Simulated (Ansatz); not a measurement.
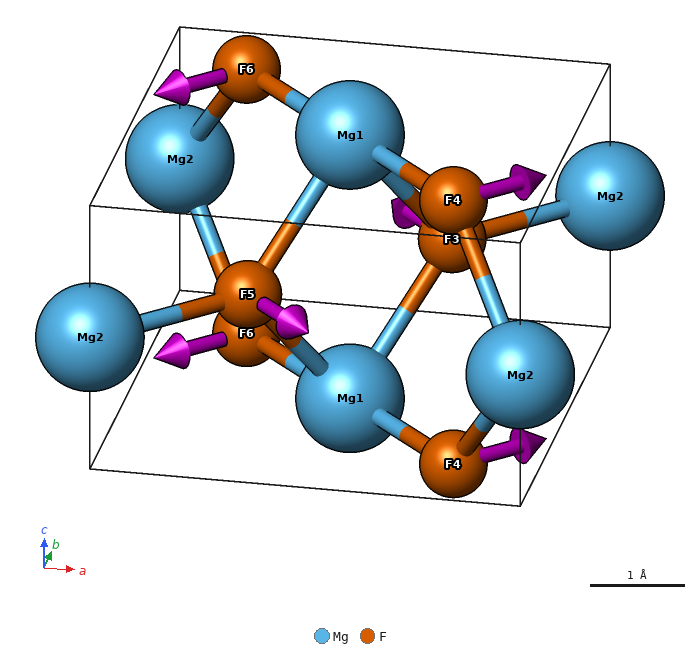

The lowest optical mode of crystalline MgF₂ (a generated structure), space group P4₂/mnm (No. 136), at the zone centre. The purple arrows give the relative displacements of the atoms. Style: ball-and-stick. Shown: the cell of the calculation, from a free direction.

These are results of DFT PBE, scalar-relativistic, plane waves, PAW in Ansatz, not measurements. Settings: plane-wave cutoff 420 eV; k-point mesh 6 × 6 × 8; occupations fixed; no spin polarisation.

Frequencies are those without the non-analytic (LO–TO) term.

Q: Is this crystal at a minimum with respect to the drawn distortion?

A: Yes: this softest mode has a real frequency, and so have all others here. That speaks for this wave vector alone: the rest of the zone wasn't checked in this run. This is the B₁g mode at 93 cm⁻¹, the lowest optical level, Raman-active by symmetry. The Mg atoms stay at rest; atoms of one kind move against one another, with no net shift of their sublattice; the F–Mg bond lengths don't change to first order, so for these it is a bending, tilting or sliding motion.
